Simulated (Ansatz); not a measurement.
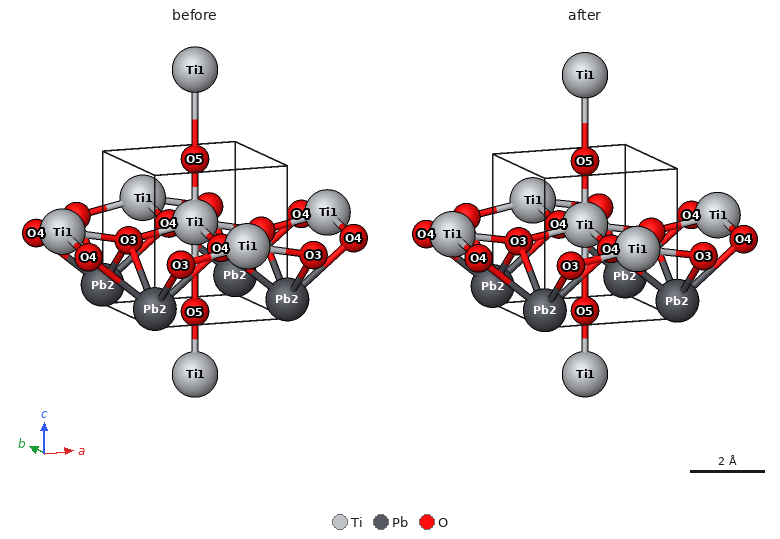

The structure of solid TiPbO$_{3}$ (set up in P4mm) before (left) and after (right) a relaxation, at one scale.

The picture is a ball-and-stick view of the cell of the calculation, seen slightly off an axis.

Case: biaxial strain in the a-b plane of +1.0 %; c and atoms relaxed.

Computed with DFT PBEsol, scalar-relativistic, plane waves, PAW (Ansatz).

Input file:
```yaml
crystal:
  lattice:
    - [3.8975370119, 0.0, 0.0]
    - [0.0, 3.8975370119, 0.0]
    - [0.0, 0.0, 4.2422674506]
  atoms:
    - { symbol: Ti, position: [0.5, 0.5, 0.5830608239] }
    - { symbol: Pb, position: [0.0, 0.0, 0.123408145] }
    - { symbol: O, position: [0.0, 0.5, 0.4940329011] }
    - { symbol: O, position: [0.5, 0.0, 0.4940329011] }
    - { symbol: O, position: [0.5, 0.5, 0.9956652388] }
basis:
  ecutwfc: 420
kpoints:
  mp_grid: { grid: [8, 8, 6] }
hamiltonian:
  xc: pbesol
scf:
  occupations: { method: gaussian, width: 0.02 }
output:
  forces: true
  stress: true
  eigenvalues: true
relax:
  adjacent_minimum: "off"
  f_tol: 0.008
  max_steps: 40
  cell: { stress_tol: 0.015, fix: [a, b, gamma] }
```

Run as
```bash
ansatz run input.yaml --threads 1 --pin off --max-ram 2560MiB --backend cpu --events-out ev --progress --plain --runs-dir out
```

Summarise the run.

Answer. The run was cut off at its time limit before the relaxation converged, so the last structure is only a point on the way. The largest moves relative to the cell, 0.026 Å, are those of Ti1 and O5. O5 goes along +c. Largest moves by element: O 0.026 Å, Ti 0.026 Å, Pb 0.025 Å. The volume changes by −1.9 %, with a = b unchanged at 3.898 Å, c 4.242 → 4.160 Å (−1.9 %). Near-neighbour distances that change, for instance: Ti1–O5 2.492 → 2.392 Å, Ti1–O5 (another image) 1.750 → 1.768 Å, Ti1–O3 1.985 → 1.977 Å, Pb2–O3 2.504 → 2.508 Å. Bond angles that change, for instance: Ti1–O3–Ti1 158.1° → 160.7°, O3–Ti1–O3 158.1° → 160.7°. The space group stays P4mm (No. 99). Over 5 accepted moves (6 points after the start) the energy falls by 2.2 meV per atom. The largest force component goes from 0.27 to 0.0093 eV/Å. The pressure goes from −2.33 to −1.00 GPa. The line search rejected the trial step at point 5 of the run. Cost: 5.6 min on 1 thread of AMD EPYC 7571 (shared host), peak memory 0.48 GiB.
